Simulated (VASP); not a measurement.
## Geometry relaxation, with input and output: Al (part 2 of 2)

Continued. System: Al (2 atoms in the cell). Method: Kohn-Sham DFT of a periodic cell, PBE, VASP PAW PBE potentials, recommended, no spin polarisation (VASP 6.6.1); cutoff 600 eV, 24×24×12 k-mesh, Gaussian smearing of 0.1 eV. The structure was built on a prototype by a generator; it need not be a known phase. It belongs to a series of runs on one base structure; here: random cell with space group P6_3/mcm (No. 193).

Geometry of the input (Å; fractional positions):
```
2.7772  0.0000  0.0000
-1.3886  2.4051  0.0000
0.0000  0.0000  5.0029
Al 0.6667  0.3333  0.7500
Al 0.3333  0.6667  0.2500
```

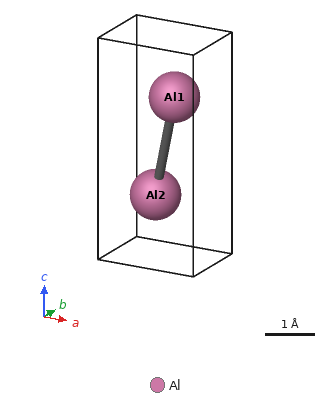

The geometry at step 3 of the log (ball-and-stick view of the cell of the calculation, seen slightly off an axis; atoms are numbered from 1 in the order of the input).

Parts of OUTCAR, continued
```
  FORCE on cell =-STRESS in cart. coord.  units (eV):
  Direction    XX          YY          ZZ          XY          YZ          ZX
  --------------------------------------------------------------------------------------
  -------------------------------------------------------------------------------------
  Total        0.4832457      0.4832457     -0.6377116      0.0000000      0.0000000      0.0000000
  in kB       23.1699204     23.1699204    -30.5760159      0.0000000      0.0000000      0.0000000
  external PRESSURE =       5.2546083 kB  Pullay stress =       0.0000000 kB

 VOLUME and BASIS-vectors are now :
 -----------------------------------------------------------------------------
  energy-cutoff  :      600.00
  volume of cell :       33.42
      direct lattice vectors                 reciprocal lattice vectors
     2.777168249  0.000000000  0.000000000     0.360079012  0.207891715  0.000000000
    -1.388584124  2.405098254  0.000000000     0.000000000  0.415783429  0.000000000
     0.000000000  0.000000000  5.002867363     0.000000000  0.000000000  0.199885371

 POSITION                                       TOTAL-FORCE (eV/Angst)
 -----------------------------------------------------------------------------------
      1.38858      0.80170      3.75215        -0.000000      0.000000      0.000000
     -0.00000      1.60340      1.25072         0.000000     -0.000000      0.000000
 -----------------------------------------------------------------------------------
    total drift:                                0.000000     -0.000000     -0.000000

  FREE ENERGIE OF THE ION-ELECTRON SYSTEM (eV)
  ---------------------------------------------------
  free  energy   TOTEN  =        -7.3980279304 eV

  energy  without entropy=       -7.3941208492  energy(sigma->0) =       -7.39607439

--------------------------------------- Ionic step        2  -------------------------------------------

 number of electron       6.0000000 magnetization

------------------------ aborting loop because EDIFF is reached ----------------------------------------

  FORCE on cell =-STRESS in cart. coord.  units (eV):
  Direction    XX          YY          ZZ          XY          YZ          ZX
  --------------------------------------------------------------------------------------
  -------------------------------------------------------------------------------------
  Total        0.1412790      0.1412790     -0.5751279     -0.0000000     -0.0000000      0.0000000
  in kB        6.7220278      6.7220278    -27.3644863     -0.0000000     -0.0000000      0.0000000
  external PRESSURE =      -4.6401436 kB  Pullay stress =       0.0000000 kB

 VOLUME and BASIS-vectors are now :
 -----------------------------------------------------------------------------
  energy-cutoff  :      600.00
  volume of cell :       33.67
      direct lattice vectors                 reciprocal lattice vectors
     2.809540384  0.000000000  0.000000000     0.355930104  0.205496341 -0.000000000
    -1.404770192  2.433133346 -0.000000000     0.000000000  0.410992682 -0.000000000
     0.000000000  0.000000000  4.925911006    -0.000000000 -0.000000000  0.203008134

 POSITION                                       TOTAL-FORCE (eV/Angst)
 -----------------------------------------------------------------------------------
      1.40477      0.81104      3.69443        -0.000000      0.000000      0.000000
     -0.00000      1.62209      1.23148         0.000000     -0.000000     -0.000000
 -----------------------------------------------------------------------------------
    total drift:                                0.000000     -0.000000     -0.000000

  FREE ENERGIE OF THE ION-ELECTRON SYSTEM (eV)
  ---------------------------------------------------
  free  energy   TOTEN  =        -7.4145090208 eV

  energy  without entropy=       -7.4099216897  energy(sigma->0) =       -7.41221536

--------------------------------------- Ionic step        3  -------------------------------------------

 number of electron       6.0000000 magnetization

------------------------ aborting loop because EDIFF is reached ----------------------------------------

  FORCE on cell =-STRESS in cart. coord.  units (eV):
  Direction    XX          YY          ZZ          XY          YZ          ZX
  --------------------------------------------------------------------------------------
  -------------------------------------------------------------------------------------
  Total       -0.3210043     -0.3210043     -0.4587417      0.0000000     -0.0000000      0.0000000
  in kB      -15.0850033    -15.0850033    -21.5577176      0.0000000     -0.0000000      0.0000000
  external PRESSURE =     -17.2425748 kB  Pullay stress =       0.0000000 kB

 VOLUME and BASIS-vectors are now :
 -----------------------------------------------------------------------------
  energy-cutoff  :      600.00
  volume of cell :       34.09
      direct lattice vectors                 reciprocal lattice vectors
     2.867189712  0.000000000  0.000000000     0.348773573  0.201364516 -0.000000000
    -1.433594856  2.483059128 -0.000000000     0.000000000  0.402729032 -0.000000000
     0.000000000  0.000000000  4.788864679    -0.000000000 -0.000000000  0.208817761

 POSITION                                       TOTAL-FORCE (eV/Angst)
 -----------------------------------------------------------------------------------
      1.43359      0.82769      3.59165         0.000000      0.000000      0.000000
     -0.00000      1.65537      1.19722         0.000000     -0.000000     -0.000000
 -----------------------------------------------------------------------------------
    total drift:                                0.000000     -0.000000     -0.000000

  FREE ENERGIE OF THE ION-ELECTRON SYSTEM (eV)
  ---------------------------------------------------
  free  energy   TOTEN  =        -7.4275856751 eV

  energy  without entropy=       -7.4244269313  energy(sigma->0) =       -7.42600630

--------------------------------------- Ionic step        4  -------------------------------------------

 number of electron       6.0000000 magnetization

------------------------ aborting loop because EDIFF is reached ----------------------------------------

  FORCE on cell =-STRESS in cart. coord.  units (eV):
  Direction    XX          YY          ZZ          XY          YZ          ZX
  --------------------------------------------------------------------------------------
  -------------------------------------------------------------------------------------
  Total       -0.0148031     -0.0148031      0.3328707      0.0000000     -0.0000000     -0.0000000
  in kB       -0.7175432     -0.7175432     16.1351197      0.0000000     -0.0000000     -0.0000000
  external PRESSURE =       4.9000111 kB  Pullay stress =       0.0000000 kB

 VOLUME and BASIS-vectors are now :
 -----------------------------------------------------------------------------
  energy-cutoff  :      600.00
  volume of cell :       33.05
      direct lattice vectors                 reciprocal lattice vectors
     2.859607853 -0.000000000  0.000000000     0.349698298  0.201898407  0.000000000
    -1.429803927  2.476493046 -0.000000000     0.000000000  0.403796813  0.000000000
     0.000000000 -0.000000000  4.667350146    -0.000000000 -0.000000000  0.214254335

 POSITION                                       TOTAL-FORCE (eV/Angst)
 -----------------------------------------------------------------------------------
      1.42980      0.82550      3.50051         0.000000      0.000000     -0.000000
     -0.00000      1.65100      1.16684        -0.000000     -0.000000      0.000000
 -----------------------------------------------------------------------------------
    total drift:                                0.000000     -0.000000     -0.000000

  FREE ENERGIE OF THE ION-ELECTRON SYSTEM (eV)
  ---------------------------------------------------
  free  energy   TOTEN  =        -7.4303606303 eV

  energy  without entropy=       -7.4265689865  energy(sigma->0) =       -7.42846481

--------------------------------------- Ionic step        5  -------------------------------------------

 number of electron       6.0000000 magnetization

------------------------ aborting loop because EDIFF is reached ----------------------------------------

  FORCE on cell =-STRESS in cart. coord.  units (eV):
  Direction    XX          YY          ZZ          XY          YZ          ZX
  --------------------------------------------------------------------------------------
  -------------------------------------------------------------------------------------
  Total       -0.1336482     -0.1336482      0.0273302      0.0000000     -0.0000000      0.0000000
  in kB       -6.4045182     -6.4045182      1.3096844      0.0000000     -0.0000000      0.0000000
  external PRESSURE =      -3.8331173 kB  Pullay stress =       0.0000000 kB

 VOLUME and BASIS-vectors are now :
 -----------------------------------------------------------------------------
  energy-cutoff  :      600.00
  volume of cell :       33.43
      direct lattice vectors                 reciprocal lattice vectors
     2.862389619 -0.000000000  0.000000000     0.349358450  0.201702195  0.000000000
    -1.431194810  2.478902126 -0.000000000     0.000000000  0.403404390  0.000000000
     0.000000000 -0.000000000  4.711933534    -0.000000000 -0.000000000  0.212227102

 POSITION                                       TOTAL-FORCE (eV/Angst)
 -----------------------------------------------------------------------------------
      1.43119      0.82630      3.53395        -0.000000     -0.000000      0.000000
     -0.00000      1.65260      1.17798         0.000000      0.000000     -0.000000
 -----------------------------------------------------------------------------------
    total drift:                                0.000000     -0.000000     -0.000000

  FREE ENERGIE OF THE ION-ELECTRON SYSTEM (eV)
  ---------------------------------------------------
  free  energy   TOTEN  =        -7.4319210268 eV

  energy  without entropy=       -7.4287196248  energy(sigma->0) =       -7.43032033

--------------------------------------- Ionic step        6  -------------------------------------------

 number of electron       6.0000000 magnetization

 Free energy of the ion-electron system (eV)
  ---------------------------------------------------
  ext. energy  EPLUGINS =         0.00000000
  ---------------------------------------------------
  free energy    TOTEN  =        -7.43250572 eV

  energy without entropy =       -7.42951980  energy(sigma->0) =       -7.43101276

 E-fermi :   7.8983     XC(G=0): -10.1682     alpha+bet :-14.7537

 val. band max:        7.8850804259   @ k =   0.1250   0.1250   0.2500
 cond. band min:       7.8986091832   @ k =   0.4167   0.1250   0.1667
 fundamental gap:      0.0135287573
 Fermi energy:         7.8982563703

 k-point     1 :       0.0000    0.0000    0.0000
  band No.  band energies     occupation
      1      -3.1659      2.00000
      2       3.2802      2.00000
      3       3.3620      2.00000
      4      18.6529      0.00000
      5      18.6529      0.00000
      6      19.0361      0.00000
      7      19.0361      0.00000

 k-point     2 :       0.0417    0.0000    0.0000
  band No.  band energies     occupation
      1      -3.1238      2.00000
      2       3.3194      2.00000
      3       3.4032      2.00000
      4      17.5751      0.00000
      5      17.9901      0.00000
      6      18.9842      0.00000
      7      19.7710      0.00000

 k-point     3 :       0.0833    0.0000    0.0000
  band No.  band energies     occupation
      1      -2.9975      2.00000
      2       3.4369      2.00000
      3       3.5268      2.00000
      4      16.0532      0.00000
      5      17.2400      0.00000
      6      18.4987      0.00000
      7      20.6172      0.00000

 k-point     4 :       0.1250    0.0000    0.0000
  band No.  band energies     occupation
      1      -2.7872      2.00000
      2       3.6328      2.00000
      3       3.7319      2.00000
      4      14.4925      0.00000
      5      16.5562      0.00000
      6      17.8768      0.00000
      7      20.0208      0.00000

 k-point     5 :       0.1667    0.0000    0.0000
  band No.  band energies     occupation
      1      -2.4933      2.00000
      2       3.9071      2.00000
      3       4.0172      2.00000
      4      12.9580      0.00000
      5      15.9439      0.00000
      6      17.1885      0.00000
      7      18.9377      0.00000

 [... the levels of 18 k-points are left out ...]

 k-point    24 :       0.4583    0.0417    0.0000
  band No.  band energies     occupation
      1       2.3182      2.00000
      2       3.2967      2.00000
      3       8.3522      0.00000
      4       8.7016      0.00000
      5       9.6488      0.00000
      6       9.7929      0.00000
      7      12.9580      0.00000

 [... further k-points ...]

------------------------ aborting loop because EDIFF is reached ----------------------------------------

  FORCE on cell =-STRESS in cart. coord.  units (eV):
  Direction    XX          YY          ZZ          XY          YZ          ZX
  --------------------------------------------------------------------------------------
  -------------------------------------------------------------------------------------
  Total       -0.0066114     -0.0066114      0.0006234      0.0000000     -0.0000000      0.0000000
  in kB       -0.3183443     -0.3183443      0.0300154      0.0000000     -0.0000000      0.0000000
  external PRESSURE =      -0.2022244 kB  Pullay stress =       0.0000000 kB

 VOLUME and BASIS-vectors are now :
 -----------------------------------------------------------------------------
  energy-cutoff  :      600.00
  volume of cell :       33.27
      direct lattice vectors                 reciprocal lattice vectors
     2.851413199 -0.000000000  0.000000000     0.350703294  0.202478641  0.000000000
    -1.425706599  2.469396267 -0.000000000     0.000000000  0.404957282  0.000000000
    -0.000000000 -0.000000000  4.725623846    -0.000000000 -0.000000000  0.211612272

 POSITION                                       TOTAL-FORCE (eV/Angst)
 -----------------------------------------------------------------------------------
      1.42571      0.82313      3.54422        -0.000000      0.000000      0.000000
     -0.00000      1.64626      1.18141         0.000000     -0.000000     -0.000000
 -----------------------------------------------------------------------------------
    total drift:                                0.000000     -0.000000     -0.000000

  FREE ENERGIE OF THE ION-ELECTRON SYSTEM (eV)
  ---------------------------------------------------
  free  energy   TOTEN  =        -7.4325057247 eV

  energy  without entropy=       -7.4295198046  energy(sigma->0) =       -7.43101276

 reached required accuracy - stopping structural energy minimisation
```

CONTCAR
```
Al
   1.00000000000000
     2.8514131987210911   -0.0000000000000000    0.0000000000000000
    -1.4257065993605456    2.4693962668098437   -0.0000000000000000
    -0.0000000000000000   -0.0000000000000000    4.7256238458078546
  Al
     2
Direct
     0.6666666667000030    0.3333333332999970    0.7500000000000000
     0.3333333332999970    0.6666666667000030    0.2500000000000000

  0.00000000E+00  0.00000000E+00  0.00000000E+00
  0.00000000E+00  0.00000000E+00  0.00000000E+00
```

Trajectory as extended XYZ (Å, eV, eV/Å), 6 frames, from step=0 to step=5
```
2
Lattice="2.7772 0.0000 0.0000 -1.3886 2.4051 0.0000 0.0000 0.0000 5.0029" Properties=species:S:1:pos:R:3:forces:R:3 step=0 energy=-7.39803
Al    1.3886    0.8017    3.7522    0.0000   0.0000   0.0000
Al    0.0000    1.6034    1.2507    0.0000   0.0000   0.0000
2
Lattice="2.8095 0.0000 0.0000 -1.4048 2.4331 -0.0000 0.0000 0.0000 4.9259" Properties=species:S:1:pos:R:3:forces:R:3 step=1 energy=-7.41451
Al    1.4048    0.8110    3.6944    0.0000   0.0000   0.0000
Al    0.0000    1.6221    1.2315    0.0000   0.0000   0.0000
2
Lattice="2.8672 0.0000 0.0000 -1.4336 2.4831 -0.0000 0.0000 0.0000 4.7889" Properties=species:S:1:pos:R:3:forces:R:3 step=2 energy=-7.42759
Al    1.4336    0.8277    3.5916    0.0000   0.0000   0.0000
Al    0.0000    1.6554    1.1972    0.0000   0.0000   0.0000
2
Lattice="2.8596 -0.0000 0.0000 -1.4298 2.4765 -0.0000 0.0000 -0.0000 4.6674" Properties=species:S:1:pos:R:3:forces:R:3 step=3 energy=-7.43036
Al    1.4298    0.8255    3.5005    0.0000   0.0000   0.0000
Al    0.0000    1.6510    1.1668    0.0000   0.0000   0.0000
2
Lattice="2.8624 -0.0000 0.0000 -1.4312 2.4789 -0.0000 0.0000 -0.0000 4.7119" Properties=species:S:1:pos:R:3:forces:R:3 step=4 energy=-7.43192
Al    1.4312    0.8263    3.5339    0.0000   0.0000   0.0000
Al    0.0000    1.6526    1.1780    0.0000   0.0000   0.0000
2
Lattice="2.8514 -0.0000 0.0000 -1.4257 2.4694 -0.0000 -0.0000 -0.0000 4.7256" Properties=species:S:1:pos:R:3:forces:R:3 step=5 energy=-7.43251
Al    1.4257    0.8231    3.5442    0.0000   0.0000   0.0000
Al    0.0000    1.6463    1.1814    0.0000   0.0000   0.0000
```
